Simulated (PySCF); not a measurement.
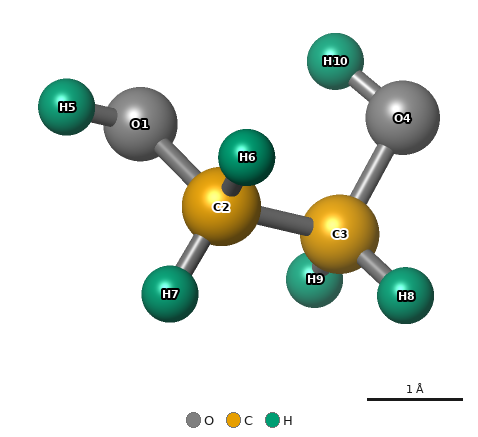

C2H6O2, before the relaxation. A ball-and-stick model, seen at a tilt.

The start comes from MMFF94s.

These are results of PySCF, PBE0-D3(BJ)/def2-SVP geometry optimisation, gas phase, not measurements.

```xyz
10

O     1.2939   -0.7009    0.1838
C     0.5323    0.4795   -0.0774
C    -0.9094    0.0743   -0.3576
O    -1.4310   -0.6272    0.7698
H     2.2035   -0.4108    0.3737
H     0.5880    1.1151    0.8117
H     0.9659    1.0014   -0.9350
H    -1.5361    0.9503   -0.5448
H    -0.9654   -0.5982   -1.2192
H    -0.7417   -1.2835    0.9950
```

Question: What does the optimiser find from here?

Answer: The energy falls by 9.34 kJ/mol in 7 geometry steps. The largest force component goes from 1.4 to 0.015 eV/Å. H5 moves most after the best rigid fit: 0.17 Å. Largest moves by element: H 0.17 Å, O 0.05 Å, C 0.04 Å. Near-neighbour distances that change, for instance: C3–O4 1.427 → 1.397 Å, O1–C2 1.429 → 1.410 Å, C2–H6 1.094 → 1.107 Å, O1–H5 0.973 → 0.961 Å. Bond angles that change, for instance: O4–C3–H9 107.5° → 111.9°, O1–C2–H6 107.7° → 111.2°, O1–C2–H7 109.0° → 112.1°. The run took of the order of 12 core-seconds on a shared host.

Step by step:

```csv
step,"E − E(0), kJ/mol","largest force component, eV/Å"
0,0.00,1.4105
1,0.15,1.1156
2,-8.17,0.1684
3,-8.85,0.0884
4,-9.12,0.0575
5,-9.24,0.0376
6,-9.32,0.0282
7,-9.34,0.0152
```

Final geometry:

```xyz
10

O     1.2675   -0.7045    0.1366
C     0.5411    0.4784   -0.1079
C    -0.8935    0.0551   -0.3303
O    -1.3825   -0.6438    0.7759
H     2.1247   -0.4774    0.5069
H     0.5818    1.1603    0.7632
H     0.9218    1.0257   -0.9926
H    -1.5262    0.9433   -0.4872
H    -0.9425   -0.5528   -1.2578
H    -0.6922   -1.2844    0.9933
```

After the run, drawn alike:

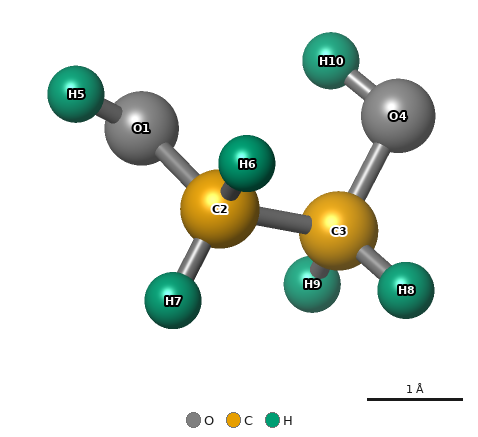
